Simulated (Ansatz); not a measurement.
**Run report: GaN, geometry relaxation (part 3 of 3)**

Continued. System: GaN (P6₃/mmc, 4 atoms in the cell). Method: DFT, PBE, PAW with Ansatz's default frozen-core files, scalar-relativistic, no spin polarisation (Ansatz 0.2.0); cutoff 420 eV, 11×11×7 k-mesh, Fermi–Dirac smearing of 0.08 eV. The structure was built on a prototype by a generator; it need not be a known phase. Its volume is 0.93 times that of the source entry. It belongs to a series of runs on one base structure; here: NiAs relaxed under pressure, PAW files.

Geometry of the input (Å; fractional positions):
```
2.9978  0.0000  0.0000
-1.4989  2.5961  0.0000
0.0000  0.0000  4.6465
Ga 0.0000  0.0000  0.0000
Ga 0.0000  0.0000  0.5000
N  0.3333  0.6667  0.2500
N  0.6667  0.3333  0.7500
```

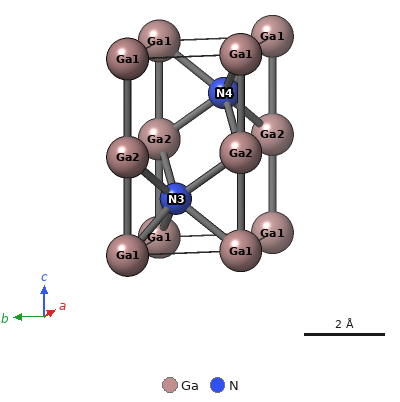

Figure 1. The geometry at step 6 of the log (ball-and-stick view of the cell of the calculation, seen at an oblique angle; atoms are numbered from 1 in the order of the input).

```
basis re-selected at this cell: Δ(F+E_penalty+E_count) = -1.768e-5 eV, ΔP = +0.000 GPa vs the last step (what re-selecting the basis moved, of the pressure what is left beyond the Pulay correction that the steps carried, after the strain that the cell walked since its last selection, with what the two solves' SCF thresholds leave and, on support functions, any second-order correction that the steps lacked; it is no measure of the basis error at this ecutwfc). This SCF's stress stands 6.03e-4 GPa from its target on what of the cell is left free (relax.cell.stress_tol is 3.00e-2 GPa) and its largest allowed force component is 2.96e-16 eV/Å (relax.f_tol is 5.00e-3 eV/Å): within both
SCF converged after 6 iterations
Free energy (F): -8333.250789 eV
Harris-Foulkes:  -8333.250789 eV  (|F-HF|=1.82e-12)
Internal energy: -8333.250788 eV  (E = F + TS)
E sigma→0 (E₀):  -8333.250789 eV
Entropy (-TS):   -0.000001 eV (-0.000 meV/atom)
Fermi energy:    14.612192 eV
--- Per-component energies (eV) ---
  E_band       = 104.569906
  E_kinetic    = 499.402832
  E_local      = -3351.160789  (includes V_loc(G=0)·N_el)
  E_nonlocal   = 954.983152
  E_hartree    = 1579.018132
  E_xc         = -258.412795
  E_vxc        = -269.855874  (∫ρ·V_xc dr)
  E_paw        = -4247.682988  (= ΣΔE_a)
  E_vpaw       = -886.835489  (= ΣTr[D̂ρ^β])
  E_aug_tail   = -0.000192  (compensation charges beyond the density's cutoff)
  E_ewald      = -3509.398142
  E_smearing   = -0.000001  (= −TS)
  E_closure    = 0.000000  (closes the sum)
  Σ components = -8333.250789   (vs F -8333.250789, Δ=0.00e0)
--- Forces (eV/Å), atoms counted from 1 ---
  atom   1  Ga    -0.00000000     0.00000000     0.00000000
  atom   2  Ga     0.00000000     0.00000000     0.00000000
  atom   3  N      0.00000000     0.00000000     0.00000000
  atom   4  N      0.00000000    -0.00000000     0.00000000
  max |Σ_I F_I| component: 1.48e-16 eV/Å
--- Stress (GPa, compression-positive) ---
       18.000009      -0.000000       0.000000
        0.000000      18.000009       0.000000
        0.000000       0.000000      18.000603
  P = ⅓ Tr σ = 18.0002 GPa (180.002 kbar)
--- Band table (eV; the first three rows and the last of 64) ---
  k-point 0: bands = ["-4.0154", "-1.0425", "-0.9830", "-0.7806", "-0.7806", "-0.5907", "-0.5907", "-0.5673", "-0.5507", "-0.5507", "-0.2844", "-0.2844", "4.8906", "12.6411", "13.1054", "13.1054", "13.5946", "13.5946", "15.7718", "18.5696", "23.3769", "24.4420"]
  k-point 1: bands = ["-3.9175", "-1.2751", "-1.0146", "-0.7648", "-0.7648", "-0.5809", "-0.5809", "-0.5585", "-0.5585", "-0.5482", "-0.3042", "-0.3042", "5.2749", "11.9722", "13.1354", "13.1354", "13.5764", "13.5764", "16.3185", "18.6204", "23.2598", "24.4670"]
  k-point 2: bands = ["-3.6287", "-1.8878", "-0.9363", "-0.7229", "-0.7229", "-0.5929", "-0.5817", "-0.5817", "-0.5508", "-0.5508", "-0.3579", "-0.3579", "6.2667", "10.6180", "13.2164", "13.2164", "13.5212", "13.5212", "17.2955", "18.7054", "23.0305", "24.4205"]
  k-point 63: bands = ["-1.9228", "-1.8568", "-0.7352", "-0.7130", "-0.6742", "-0.5714", "-0.5712", "-0.4666", "-0.4516", "-0.4414", "1.6649", "1.8263", "6.2750", "6.7383", "7.9987", "8.2601", "12.5903", "12.8277", "18.3010", "19.2769", "19.8813", "20.5991"]
--- Relaxed structure (7 steps of the walk, 7 accepted, 3 SCFs on fresh bases) ---
  F+E_penalty+E_count = -8333.25078925 eV   max|allowed force component| = 2.961e-16 eV/Å   (the final SCF, on the basis selected at the relaxed cell)
  cell:  # Å, volume = 36.9203 Å³
    - [2.923953667991765, 0.0, 0.0]
    - [-1.4619768339958825, 2.532218155969559, 0.0]
    - [0.0, 0.0, 4.986481393274132]
  atoms:
    - { symbol: Ga, position: [1.0331573685771464e-34, 1.3368615142502964e-34, 0.0] }
    - { symbol: Ga, position: [1.3019562470967064e-34, 1.5532321639555466e-34, 0.5] }
    - { symbol: N, position: [0.3333333333333333, 0.6666666666666666, 0.25] }
    - { symbol: N, position: [0.6666666666666666, 0.3333333333333333, 0.75] }
```

### File rho_z.tsv
```
# z_ang	rho[e/angstrom^3]
# format = ansatz-planar-average/11
# lattice	2.923953668	0.000000000	0.000000000
# lattice	-1.461976834	2.532218156	0.000000000
# lattice	0.000000000	0.000000000	4.986481393
# sites	4
# site	31	0.000000000	0.000000000	0.000000000
# site	31	0.000000000	0.000000000	2.493240697
# site	7	0.000000000	1.688145437	1.246620348
# site	7	1.461976834	0.844072719	3.739861045
0.000000	2.402950e0
0.138513	2.023618e0
0.277027	1.281121e0
0.415540	7.484038e-1
0.554053	5.426628e-1
0.692567	5.291950e-1
0.831080	6.001344e-1
0.969594	6.932424e-1
1.108107	7.624305e-1
1.246620	7.867291e-1
1.385134	7.624305e-1
1.523647	6.932424e-1
1.662160	6.001344e-1
1.800674	5.291950e-1
1.939187	5.426628e-1
2.077701	7.484038e-1
2.216214	1.281121e0
2.354727	2.023618e0
2.493241	2.402950e0
2.631754	2.023618e0
2.770267	1.281121e0
2.908781	7.484038e-1
3.047294	5.426628e-1
3.185808	5.291950e-1
3.324321	6.001344e-1
3.462834	6.932424e-1
3.601348	7.624305e-1
3.739861	7.867291e-1
3.878374	7.624305e-1
4.016888	6.932424e-1
4.155401	6.001344e-1
4.293915	5.291950e-1
4.432428	5.426628e-1
4.570941	7.484038e-1
4.709455	1.281121e0
4.847968	2.023618e0
```

### File v_z.tsv
```
# z_ang	v_es[eV]	v_tot[eV]
# format = ansatz-planar-average/11
# xc	pbe
# density_cutoff_ev	1680
# datasets	Ga=:simpson_from_first_knot:soft	N=:simpson_from_first_knot:soft
# lattice	2.923953668	0.000000000	0.000000000
# lattice	-1.461976834	2.532218156	0.000000000
# lattice	0.000000000	0.000000000	4.986481393
# sites	4
# site	31	0.000000000	0.000000000	0.000000000
# site	31	0.000000000	0.000000000	2.493240697
# site	7	0.000000000	1.688145437	1.246620348
# site	7	1.461976834	0.844072719	3.739861045
0.000000	5.157854e0	-7.105363e0
0.138513	5.341890e0	-6.901499e0
0.277027	5.862696e0	-6.310985e0
0.415540	6.711509e0	-5.361318e0
0.554053	7.556286e0	-4.460726e0
0.692567	7.850100e0	-4.254589e0
0.831080	7.555275e0	-4.753191e0
0.969594	6.777825e0	-5.743322e0
1.108107	5.892487e0	-6.792473e0
1.246620	5.518405e0	-7.228949e0
1.385134	5.892487e0	-6.792473e0
1.523647	6.777825e0	-5.743322e0
1.662160	7.555275e0	-4.753191e0
1.800674	7.850100e0	-4.254589e0
1.939187	7.556286e0	-4.460726e0
2.077701	6.711509e0	-5.361318e0
2.216214	5.862696e0	-6.310985e0
2.354727	5.341890e0	-6.901499e0
2.493241	5.157854e0	-7.105363e0
2.631754	5.341890e0	-6.901499e0
2.770267	5.862696e0	-6.310985e0
2.908781	6.711509e0	-5.361318e0
3.047294	7.556286e0	-4.460726e0
3.185808	7.850100e0	-4.254589e0
3.324321	7.555275e0	-4.753191e0
3.462834	6.777825e0	-5.743322e0
3.601348	5.892487e0	-6.792473e0
3.739861	5.518405e0	-7.228949e0
3.878374	5.892487e0	-6.792473e0
4.016888	6.777825e0	-5.743322e0
4.155401	7.555275e0	-4.753191e0
4.293915	7.850100e0	-4.254589e0
4.432428	7.556286e0	-4.460726e0
4.570941	6.711509e0	-5.361318e0
4.709455	5.862696e0	-6.310985e0
4.847968	5.341890e0	-6.901499e0
```

### Trajectory as extended XYZ (Å, eV, eV/Å), 10 frames, from step=1 to step=10
```
4
Lattice="2.9978 0.0000 0.0000 -1.4989 2.5961 0.0000 0.0000 0.0000 4.6465" Properties=species:S:1:pos:R:3:forces:R:3 step=1 energy=-8332.73145 pressure_GPa=28.49
Ga    0.0000    0.0000    0.0000    0.0000   0.0000   0.0000
Ga    0.0000    0.0000    2.3233    0.0000   0.0000   0.0000
N     0.0000    1.7308    1.1616    0.0000   0.0000   0.0000
N     1.4989    0.8654    3.4849    0.0000   0.0000   0.0000
4
Lattice="2.9348 0.0000 0.0000 -1.4674 2.5416 0.0000 0.0000 0.0000 4.8754" Properties=species:S:1:pos:R:3:forces:R:3 step=2 energy=-8333.14357 pressure_GPa=23.17
Ga    0.0000    0.0000    0.0000    0.0000   0.0000   0.0000
Ga    0.0000    0.0000    2.4377    0.0000   0.0000   0.0000
N     0.0000    1.6944    1.2188    0.0000   0.0000   0.0000
N     1.4674    0.8472    3.6565    0.0000   0.0000   0.0000
4
Lattice="2.9206 0.0000 0.0000 -1.4603 2.5293 0.0000 0.0000 0.0000 4.9672" Properties=species:S:1:pos:R:3:forces:R:3 step=3 energy=-8333.21566 pressure_GPa=19.58
Ga    0.0000    0.0000    0.0000    0.0000   0.0000   0.0000
Ga    0.0000    0.0000    2.4836    0.0000   0.0000   0.0000
N     0.0000    1.6862    1.2418    0.0000   0.0000   0.0000
N     1.4603    0.8431    3.7254    0.0000   0.0000   0.0000
4
Lattice="2.9268 0.0000 0.0000 -1.4634 2.5347 0.0000 0.0000 0.0000 4.9803" Properties=species:S:1:pos:R:3:forces:R:3 step=4 energy=-8333.24414 pressure_GPa=17.57
Ga    0.0000    0.0000    0.0000    0.0000   0.0000   0.0000
Ga    0.0000    0.0000    2.4901    0.0000   0.0000   0.0000
N     0.0000    1.6898    1.2451    0.0000   0.0000   0.0000
N     1.4634    0.8449    3.7352    0.0000   0.0000   0.0000
4
Lattice="2.9245 0.0000 0.0000 -1.4623 2.5327 0.0000 0.0000 0.0000 4.9803" Properties=species:S:1:pos:R:3:forces:R:3 step=5 energy=-8333.23784 pressure_GPa=18.00
Ga    0.0000    0.0000    0.0000    0.0000   0.0000   0.0000
Ga    0.0000    0.0000    2.4901    0.0000   0.0000   0.0000
N     0.0000    1.6885    1.2451    0.0000   0.0000   0.0000
N     1.4623    0.8442    3.7352    0.0000   0.0000   0.0000
4
Lattice="2.9245 0.0000 0.0000 -1.4623 2.5327 0.0000 0.0000 0.0000 4.9803" Properties=species:S:1:pos:R:3:forces:R:3 step=6 energy=-8333.24701 pressure_GPa=18.29
Ga    0.0000    0.0000    0.0000    0.0000   0.0000   0.0000
Ga    0.0000    0.0000    2.4901    0.0000   0.0000   0.0000
N     0.0000    1.6885    1.2451    0.0000   0.0000   0.0000
N     1.4623    0.8442    3.7352    0.0000   0.0000   0.0000
4
Lattice="2.9240 0.0000 0.0000 -1.4620 2.5322 0.0000 0.0000 0.0000 4.9863" Properties=species:S:1:pos:R:3:forces:R:3 step=7 energy=-8333.25042 pressure_GPa=18.01
Ga    0.0000    0.0000    0.0000    0.0000   0.0000   0.0000
Ga    0.0000    0.0000    2.4931    0.0000   0.0000   0.0000
N     0.0000    1.6881    1.2466    0.0000   0.0000   0.0000
N     1.4620    0.8441    3.7397    0.0000   0.0000   0.0000
4
Lattice="2.9240 0.0000 0.0000 -1.4620 2.5322 0.0000 0.0000 0.0000 4.9863" Properties=species:S:1:pos:R:3:forces:R:3 step=8 energy=-8333.25060 pressure_GPa=18.01
Ga    0.0000    0.0000    0.0000    0.0000   0.0000   0.0000
Ga    0.0000    0.0000    2.4931    0.0000   0.0000   0.0000
N     0.0000    1.6881    1.2466    0.0000   0.0000   0.0000
N     1.4620    0.8441    3.7397    0.0000   0.0000   0.0000
4
Lattice="2.9240 0.0000 0.0000 -1.4620 2.5322 0.0000 0.0000 0.0000 4.9865" Properties=species:S:1:pos:R:3:forces:R:3 step=9 energy=-8333.25077 pressure_GPa=18.00
Ga    0.0000    0.0000    0.0000    0.0000   0.0000   0.0000
Ga    0.0000    0.0000    2.4932    0.0000   0.0000   0.0000
N     0.0000    1.6881    1.2466    0.0000   0.0000   0.0000
N     1.4620    0.8441    3.7399    0.0000   0.0000   0.0000
4
Lattice="2.9240 0.0000 0.0000 -1.4620 2.5322 0.0000 0.0000 0.0000 4.9865" Properties=species:S:1:pos:R:3:forces:R:3 step=10 energy=-8333.25079 pressure_GPa=18.00
Ga    0.0000    0.0000    0.0000    0.0000   0.0000   0.0000
Ga    0.0000    0.0000    2.4932    0.0000   0.0000   0.0000
N     0.0000    1.6881    1.2466    0.0000   0.0000   0.0000
N     1.4620    0.8441    3.7399    0.0000   0.0000   0.0000
```

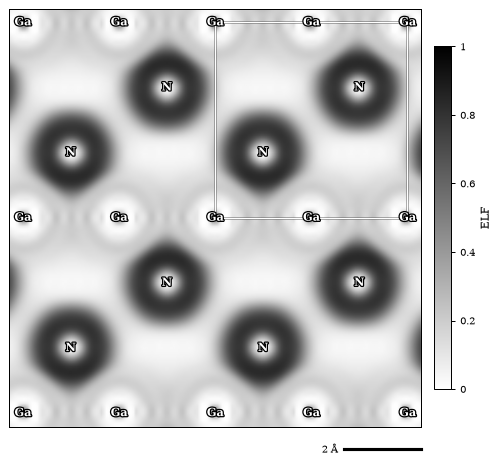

Figure 2. ELF on the (110) plane of the conventional cell. The section cuts through Ga and N sites. Ga–N (2.10 Å): the ELF is about 0.35 at the midpoint. Ga–Ga (2.49 Å): the ELF is about 0.25 at the midpoint. Core electrons are frozen (PAW), so the fields are smoothed inside the atomic spheres.

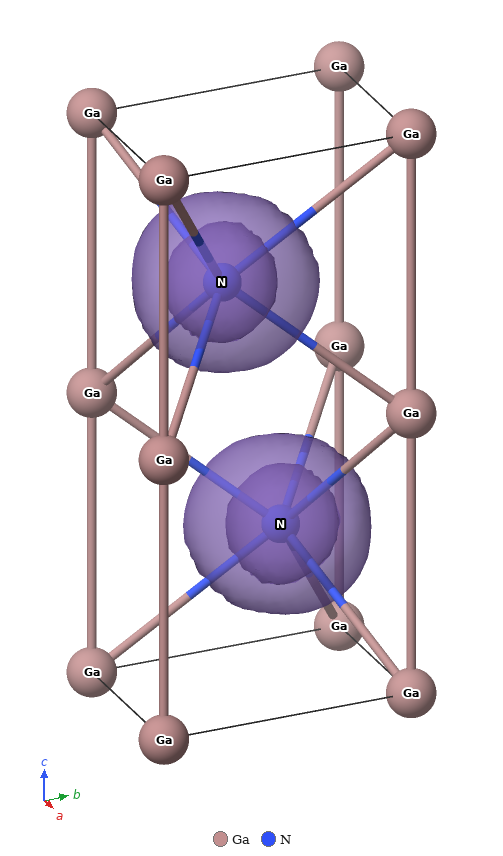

Figure 3. Isosurface of the ELF at 0.75 (purple), seen slightly off an axis. Core shells and regions of very low density are left out. Sticks mark near contacts. The outline is the cell set on symmetry axes. Values along the shortest contacts: Ga–N (2.10 Å): the ELF is about 0.35 at the midpoint. Ga–Ga (2.49 Å): the ELF is about 0.25 at the midpoint.
